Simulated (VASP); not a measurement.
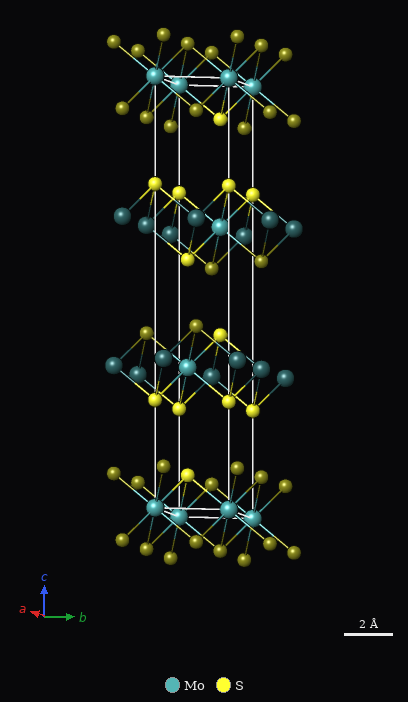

*The starting structure (ball-and-stick view of the cell 3 times as large as that of the calculation, set on its symmetry axes, seen at an oblique angle; neighbours outside the cell are drawn fainter).*

Near neighbours in the crystal (not all of them lie inside the picture): Mo has 6 S at 2.39 Å; S has 3 Mo at 2.39 Å.

Run report: MoS$_{2}$, geometry relaxation (part 1 of 2)

The run: geometry relaxation of MoS$_{2}$ (R-3m, 3 atoms in the cell). Method and program: Kohn-Sham DFT of a periodic cell, r2SCAN, VASP PAW PBE potentials, recommended (VASP 6.6.1).

The structure derives from an entry of the Crystallography Open Database. The run did not end well.

## INCAR
```
SYSTEM = MoS2
  PREC = Accurate
  ENCUT = 600
  EDIFF = 1E-6
  ISMEAR = 0
  SIGMA = 0.05
  LREAL = .FALSE.
  LASPH = .TRUE.
  NELM = 100
  ALGO = Normal
  ISIF = 3
  LWAVE = .FALSE.
  LCHARG = .FALSE.
  METAGGA = R2SCAN
  LMIXTAU = .TRUE.
  IBRION = 2
  NSW = 40
  EDIFFG = -0.01
```

## KPOINTS
```
Automatic mesh
0
G
  7 7 7
  0 0 0
```

## POSCAR
```
MoS2
1.0
    1.5855000000      0.9153888518      6.1149966667
   -1.5855000000      0.9153888518      6.1149966667
    0.0000000000     -1.8307777036      6.1149966667
Mo S
1 2
Direct
    0.0000000000      0.0000000000      0.0000000000
    0.2500000000      0.2500000000      0.2500000000
    0.7500000000      0.7500000000      0.7500000000
```

Run on 1 thread of Intel Xeon (Granite Rapids), 64 GiB of memory available, shared host.

Command:
```bash
cat potpaw_PBE.64/Mo_sv/POTCAR potpaw_PBE.64/S/POTCAR > POTCAR
mpirun -np 1 vasp_std > vasp.out
```

## OSZICAR
```
N       E                     dE             d eps       ncg     rms          rms(c)
DAV:   1     0.182805420035E+03    0.18281E+03   -0.15165E+04  1496   0.165E+03
DAV:   2    -0.459803787373E+02   -0.22879E+03   -0.22574E+03  1976   0.387E+02
DAV:   3    -0.537686290860E+02   -0.77883E+01   -0.77051E+01  1766   0.682E+01
DAV:   4    -0.538775810613E+02   -0.10895E+00   -0.10775E+00  1990   0.779E+00
DAV:   5    -0.538787835318E+02   -0.12025E-02   -0.12022E-02  1802   0.821E-01    0.280E+01
DAV:   6    -0.468541276087E+02    0.70247E+01   -0.15510E+01  1655   0.321E+01    0.102E+01
DAV:   7    -0.441549128147E+02    0.26992E+01   -0.66259E+00  1673   0.157E+01    0.561E+00
DAV:   8    -0.438282092410E+02    0.32670E+00   -0.13137E+00  1646   0.741E+00    0.291E+00
DAV:   9    -0.440167902859E+02   -0.18858E+00   -0.65430E-01  1508   0.568E+00    0.103E+00
DAV:  10    -0.441010271079E+02   -0.84237E-01   -0.21412E-01  1544   0.345E+00    0.296E-01
DAV:  11    -0.440978211938E+02    0.32059E-02   -0.11060E-02  1598   0.865E-01    0.201E-01
DAV:  12    -0.441018515201E+02   -0.40303E-02   -0.74656E-03  1522   0.599E-01    0.673E-02
DAV:  13    -0.441018305857E+02    0.20934E-04   -0.34222E-04  1637   0.190E-01    0.392E-02
DAV:  14    -0.441019910623E+02   -0.16048E-03   -0.30972E-04  1501   0.194E-01    0.215E-02
DAV:  15    -0.441020210595E+02   -0.29997E-04   -0.69913E-05  1499   0.977E-02    0.883E-03
DAV:  16    -0.441020215086E+02   -0.44917E-06   -0.12363E-05  1511   0.437E-02    0.519E-03
DAV:  17    -0.441020274739E+02   -0.59653E-05   -0.50778E-06  1490   0.197E-02    0.331E-03
DAV:  18    -0.441020281602E+02   -0.68632E-06   -0.45896E-07   751   0.710E-03
   1 F= -.44102028E+02 E0= -.44100443E+02  d E =-.441020E+02
       N       E                     dE             d eps       ncg     rms          rms(c)
DAV:   1    -0.475382487275E+02   -0.34362E+01   -0.88801E+01  1519   0.972E+01    0.146E+01
DAV:   2    -0.472252210719E+02    0.31303E+00   -0.75935E+01  1532   0.541E+01    0.113E+01
DAV:   3    -0.439965040764E+02    0.32287E+01   -0.99753E+00  1496   0.168E+01    0.527E+00
DAV:   4    -0.439559447723E+02    0.40559E-01   -0.26179E+00  1622   0.713E+00    0.305E+00
DAV:   5    -0.439384028792E+02    0.17542E-01   -0.61654E-01  1642   0.521E+00    0.139E+00
DAV:   6    -0.439269262006E+02    0.11477E-01   -0.26966E-01  1516   0.286E+00    0.731E-01
DAV:   7    -0.439413853378E+02   -0.14459E-01   -0.33420E-02  1515   0.119E+00    0.464E-01
DAV:   8    -0.439369121075E+02    0.44732E-02   -0.54338E-03  1500   0.574E-01    0.307E-01
DAV:   9    -0.439417215228E+02   -0.48094E-02   -0.46614E-03  1496   0.631E-01    0.828E-02
DAV:  10    -0.439417123275E+02    0.91954E-05   -0.17917E-04  1541   0.109E-01    0.686E-02
DAV:  11    -0.439417445307E+02   -0.32203E-04   -0.41302E-05  1553   0.605E-02    0.279E-02
DAV:  12    -0.439417467663E+02   -0.22356E-05   -0.15217E-05  1551   0.363E-02    0.129E-02
DAV:  13    -0.439417481616E+02   -0.13952E-05   -0.87401E-06  1464   0.170E-02    0.448E-03
DAV:  14    -0.439417489850E+02   -0.82346E-06   -0.99018E-07   748   0.944E-03
   2 F= -.43941749E+02 E0= -.43940287E+02  d E =0.160279E+00
       N       E                     dE             d eps       ncg     rms          rms(c)
DAV:   1    -0.454788112634E+02   -0.15371E+01   -0.37520E+01  1535   0.623E+01    0.132E+01
DAV:   2    -0.444554543814E+02    0.10234E+01   -0.85927E+00  1507   0.225E+01    0.399E+00
DAV:   3    -0.441887261945E+02    0.26673E+00   -0.20576E+00  1550   0.699E+00    0.183E+00
DAV:   4    -0.441550796493E+02    0.33647E-01   -0.32624E-01  1556   0.467E+00    0.917E-01
DAV:   5    -0.441517095154E+02    0.33701E-02   -0.22726E-02  1804   0.147E+00    0.642E-01
DAV:   6    -0.441559403011E+02   -0.42308E-02   -0.16905E-02  1525   0.801E-01    0.208E-01
DAV:   7    -0.441561891079E+02   -0.24881E-03   -0.37498E-03  1515   0.514E-01    0.108E-01
DAV:   8    -0.441567833454E+02   -0.59424E-03   -0.63426E-04  1512   0.214E-01    0.308E-02
DAV:   9    -0.441568922977E+02   -0.10895E-03   -0.26646E-04  1586   0.152E-01    0.103E-02
DAV:  10    -0.441569272184E+02   -0.34921E-04   -0.27596E-05  1570   0.485E-02    0.676E-03
DAV:  11    -0.441569291125E+02   -0.18941E-05   -0.15972E-06   962   0.117E-02    0.416E-03
DAV:  12    -0.441569296152E+02   -0.50266E-06   -0.87436E-07   750   0.829E-03
   3 F= -.44156930E+02 E0= -.44155464E+02  d E =-.549015E-01
       N       E                     dE             d eps       ncg     rms          rms(c)
DAV:   1    -0.441572710184E+02   -0.34191E-03   -0.79938E-03  1544   0.929E-01    0.182E-01
DAV:   2    -0.441570804765E+02    0.19054E-03   -0.25995E-03  1511   0.369E-01    0.694E-02
DAV:   3    -0.441569853473E+02    0.95129E-04   -0.60916E-04  1525   0.122E-01    0.284E-02
DAV:   4    -0.441569838304E+02    0.15169E-05   -0.67060E-05  1527   0.689E-02    0.950E-03
DAV:   5    -0.441569855486E+02   -0.17181E-05   -0.63307E-06  1729   0.210E-02    0.690E-03
DAV:   6    -0.441569873741E+02   -0.18255E-05   -0.27594E-06  1195   0.109E-02    0.275E-03
DAV:   7    -0.441569878558E+02   -0.48175E-06   -0.84896E-07   751   0.831E-03
   4 F= -.44156988E+02 E0= -.44155520E+02  d E =-.549597E-01
       N       E                     dE             d eps       ncg     rms          rms(c)
DAV:   1    -0.441570958180E+02   -0.10844E-03   -0.34215E-03  1544   0.608E-01    0.119E-01
DAV:   2    -0.441570139975E+02    0.81821E-04   -0.11129E-03  1511   0.241E-01    0.453E-02
DAV:   3    -0.441569728457E+02    0.41152E-04   -0.26093E-04  1525   0.801E-02    0.186E-02
DAV:   4    -0.441569723948E+02    0.45087E-06   -0.28667E-05  1527   0.449E-02    0.618E-03
DAV:   5    -0.441569734084E+02   -0.10135E-05   -0.26762E-06  1201   0.137E-02    0.444E-03
DAV:   6    -0.441569745308E+02   -0.11225E-05   -0.14162E-06   759   0.837E-03    0.144E-03
DAV:   7    -0.441569748412E+02   -0.31038E-06   -0.38320E-07   750   0.566E-03
   5 F= -.44156975E+02 E0= -.44155506E+02  d E =-.549467E-01
       N       E                     dE             d eps       ncg     rms          rms(c)
DAV:   1    -0.441593640098E+02   -0.23895E-02   -0.78647E-02  1596   0.266E+00    0.350E-01
DAV:   2    -0.441578369668E+02    0.15270E-02   -0.72227E-03  1501   0.720E-01    0.122E-01
DAV:   3    -0.441576793830E+02    0.15758E-03   -0.15890E-03  1791   0.222E-01    0.675E-02
DAV:   4    -0.441576179492E+02    0.61434E-04   -0.36398E-04  1638   0.154E-01    0.508E-02
DAV:   5    -0.441576144171E+02    0.35322E-05   -0.26150E-05  1583   0.470E-02    0.270E-02
DAV:   6    -0.441576128900E+02    0.15270E-05   -0.32033E-05  1518   0.425E-02    0.551E-03
DAV:   7    -0.441576151521E+02   -0.22620E-05   -0.14991E-05  1501   0.306E-02    0.442E-03
DAV:   8    -0.441576165983E+02   -0.14462E-05   -0.83373E-07   748   0.775E-03    0.208E-03
DAV:   9    -0.441576170189E+02   -0.42065E-06   -0.49038E-07   748   0.617E-03
   6 F= -.44157617E+02 E0= -.44156069E+02  d E =-.642178E-03
       N       E                     dE             d eps       ncg     rms          rms(c)
DAV:   1    -0.441602803039E+02   -0.26637E-02   -0.10710E-01  1596   0.310E+00    0.408E-01
DAV:   2    -0.441581893628E+02    0.20909E-02   -0.10057E-02  1501   0.847E-01    0.143E-01
DAV:   3    -0.441579685716E+02    0.22079E-03   -0.22478E-03  1782   0.262E-01    0.796E-02
DAV:   4    -0.441578833150E+02    0.85257E-04   -0.50495E-04  1631   0.182E-01    0.591E-02
DAV:   5    -0.441578793514E+02    0.39636E-05   -0.35542E-05  1589   0.552E-02    0.316E-02
DAV:   6    -0.441578779066E+02    0.14448E-05   -0.45059E-05  1518   0.502E-02    0.653E-03
DAV:   7    -0.441578811129E+02   -0.32063E-05   -0.20777E-05  1501   0.360E-02    0.520E-03
DAV:   8    -0.441578830243E+02   -0.19114E-05   -0.11107E-06   748   0.898E-03    0.243E-03
DAV:   9    -0.441578836276E+02   -0.60329E-06   -0.67753E-07   748   0.721E-03
   7 F= -.44157884E+02 E0= -.44156275E+02  d E =-.908786E-03
       N       E                     dE             d eps       ncg     rms          rms(c)
DAV:   1    -0.441613922937E+02   -0.35093E-02   -0.92180E-02  1525   0.294E+00    0.481E-01
DAV:   2    -0.441593648437E+02    0.20275E-02   -0.37737E-02  1522   0.132E+00    0.276E-01
DAV:   3    -0.441580927418E+02    0.12721E-02   -0.67416E-03  1524   0.439E-01    0.718E-02
DAV:   4    -0.441580675757E+02    0.25166E-04   -0.73892E-04  1519   0.205E-01    0.377E-02
DAV:   5    -0.441580747799E+02   -0.72043E-05   -0.99814E-05  1699   0.755E-02    0.273E-02
DAV:   6    -0.441580754759E+02   -0.69594E-06   -0.32092E-05  1514   0.389E-02    0.991E-03
DAV:   7    -0.441580746478E+02    0.82807E-06   -0.11381E-05  1505   0.312E-02    0.520E-03
DAV:   8    -0.441580766385E+02   -0.19906E-05   -0.71242E-06  1486   0.204E-02    0.326E-03
DAV:   9    -0.441580775976E+02   -0.95911E-06   -0.12925E-06   751   0.110E-02
   8 F= -.44158078E+02 E0= -.44156479E+02  d E =-.193970E-03
       N       E                     dE             d eps       ncg     rms          rms(c)
DAV:   1    -0.441581657970E+02   -0.89158E-04   -0.23805E-03  1525   0.472E-01    0.774E-02
DAV:   2    -0.441581138935E+02    0.51903E-04   -0.94036E-04  1522   0.210E-01    0.436E-02
DAV:   3    -0.441580830458E+02    0.30848E-04   -0.16840E-04  1524   0.692E-02    0.115E-02
DAV:   4    -0.441580821718E+02    0.87396E-06   -0.18670E-05  1527   0.332E-02    0.618E-03
DAV:   5    -0.441580817770E+02    0.39480E-06   -0.22758E-06  1055   0.119E-02
   9 F= -.44158082E+02 E0= -.44156485E+02  d E =-.198149E-03
       N       E                     dE             d eps       ncg     rms          rms(c)
DAV:   1    -0.441583336955E+02   -0.25152E-03   -0.76041E-03  1496   0.694E-01    0.893E-02
DAV:   2    -0.441582415364E+02    0.92159E-04   -0.18703E-03  1536   0.273E-01    0.651E-02
DAV:   3    -0.441581963345E+02    0.45202E-04   -0.28860E-04  1512   0.102E-01    0.199E-02
DAV:   4    -0.441581926604E+02    0.36741E-05   -0.41805E-05  1520   0.471E-02    0.974E-03
DAV:   5    -0.441581928062E+02   -0.14587E-06   -0.72706E-06  1498   0.210E-02
  10 F= -.44158193E+02 E0= -.44156598E+02  d E =-.111029E-03
       N       E                     dE             d eps       ncg     rms          rms(c)
DAV:   1    -0.441597377227E+02   -0.15451E-02   -0.68618E-02  1496   0.208E+00    0.269E-01
DAV:   2    -0.441589235796E+02    0.81414E-03   -0.17011E-02  1536   0.824E-01    0.197E-01
DAV:   3    -0.441585074818E+02    0.41610E-03   -0.26102E-03  1513   0.307E-01    0.609E-02
DAV:   4    -0.441584726076E+02    0.34874E-04   -0.37451E-04  1518   0.140E-01    0.292E-02
DAV:   5    -0.441584790841E+02   -0.64765E-05   -0.69474E-05  1518   0.642E-02    0.174E-02
DAV:   6    -0.441584850355E+02   -0.59514E-05   -0.38929E-05  1505   0.434E-02    0.104E-02
DAV:   7    -0.441584838752E+02    0.11603E-05   -0.16112E-05  1501   0.313E-02    0.322E-03
```

## Parts of OUTCAR
```
SYSTEM = MoS2
   PREC = Accurate
   ENCUT = 600
   EDIFF = 1E-6
   ISMEAR = 0
   LREAL = .FALSE.
   LASPH = .TRUE.
   NELM = 100
   ISIF = 3
   METAGGA = R2SCAN
   IBRION = 2
   NSW = 40
   EDIFFG = -0.01

 ion  position               nearest neighbor table
   1  0.000  0.000  0.000-   3 2.39   2 2.39   3 2.39   3 2.39   2 2.39   2 2.39
   2  0.250  0.250  0.250-   1 2.39   1 2.39   1 2.39
   3  0.750  0.750  0.750-   1 2.39   1 2.39   1 2.39

  LATTYP: Found a trigonal (rhomboedric) cell.
 ALAT       =     6.3831756386
 COS(alpha) =     0.8766074614

  Lattice vectors:

 A1 = (   1.5855000000,   0.9153888518,   6.1149966667)
 A2 = (  -1.5855000000,   0.9153888518,   6.1149966667)
 A3 = (   0.0000000000,  -1.8307777036,   6.1149966667)

Analysis of symmetry for initial positions (statically):
=====================================================================
 Subroutine PRICEL returns:
 Original cell was already a primitive cell.

 Routine SETGRP: Setting up the symmetry group for a
 trigonal (rhombohedral) supercell.

 Subroutine GETGRP returns: Found 12 space group operations
 (whereof 12 operations were pure point group operations)
 out of a pool of 12 trial point group operations.

The static configuration has the point symmetry D_3d.

Analysis of symmetry for dynamics (positions and initial velocities):
=====================================================================
 Subroutine PRICEL returns:
 Original cell was already a primitive cell.

 Routine SETGRP: Setting up the symmetry group for a
 trigonal (rhombohedral) supercell.

 Subroutine GETGRP returns: Found 12 space group operations
 (whereof 12 operations were pure point group operations)
 out of a pool of 12 trial point group operations.

The dynamic configuration has the point symmetry D_3d.

 Subroutine INISYM returns: Found 12 space group operations
 (whereof 12 operations are pure point group operations),
 and found     1 'primitive' translations

----------------------------------------------------------------------------------------

                                     Primitive cell

  volume of cell :      53.2500

  direct lattice vectors                    reciprocal lattice vectors
     1.585500000  0.915388852  6.114996667     0.315357931  0.182071986  0.054510796
    -1.585500000  0.915388852  6.114996667    -0.315357931  0.182071986  0.054510796
     0.000000000 -1.830777704  6.114996667     0.000000000 -0.364143973  0.054510796

  length of vectors
     6.383175639  6.383175639  6.383175639     0.368201385  0.368201385  0.368201385

  position of ions in fractional coordinates (direct lattice)
     0.000000000  0.000000000  0.000000000
     0.250000000  0.250000000  0.250000000
     0.750000000  0.750000000  0.750000000

  ion indices of the primitive-cell ions
   primitive index   ion index
                 1           1
                 2           2
                 3           3

----------------------------------------------------------------------------------------

 KPOINTS: Automatic mesh

Automatic generation of k-mesh.
 Grid dimensions read from file:
 generate k-points for:    7    7    7

 Generating k-lattice:

  Cartesian coordinates                     Fractional coordinates (reciprocal lattice)
     0.045051133  0.026010284  0.007787257     0.142857143  0.000000000  0.000000000
    -0.045051133  0.026010284  0.007787257     0.000000000  0.142857143  0.000000000
     0.000000000 -0.052020568  0.007787257     0.000000000  0.000000000  0.142857143

  Length of vectors
     0.052600198  0.052600198  0.052600198

  Shift w.r.t. Gamma in fractional coordinates (k-lattice)
     0.000000000  0.000000000  0.000000000

 Subroutine IBZKPT returns following result:
 ===========================================

 Found     44 irreducible k-points:

 Following reciprocal coordinates:
            Coordinates               Weight
  0.000000  0.000000  0.000000      1.000000
  0.142857  0.000000  0.000000      6.000000
  0.285714  0.000000  0.000000      6.000000
  0.428571 -0.000000  0.000000      6.000000
  0.142857  0.142857  0.000000      6.000000
  0.285714  0.142857  0.000000     12.000000
  0.428571  0.142857  0.000000     12.000000
 -0.428571  0.142857 -0.000000     12.000000
 -0.285714  0.142857  0.000000     12.000000
 -0.142857  0.142857  0.000000      6.000000
  0.285714  0.285714 -0.000000      6.000000
  0.428571  0.285714  0.000000     12.000000
 -0.428571  0.285714 -0.000000     12.000000
 -0.285714  0.285714  0.000000      6.000000
  0.428571  0.428571  0.000000      6.000000
 -0.428571  0.428571  0.000000      6.000000
  0.142857  0.142857  0.142857      2.000000
  0.285714  0.142857  0.142857      6.000000
  0.428571  0.142857  0.142857      6.000000
 -0.428571  0.142857  0.142857      6.000000
 -0.285714  0.142857  0.142857      6.000000
 -0.142857  0.142857  0.142857      6.000000
  0.285714  0.285714  0.142857      6.000000
  0.428571  0.285714  0.142857     12.000000
 [... further k-points ...]
```
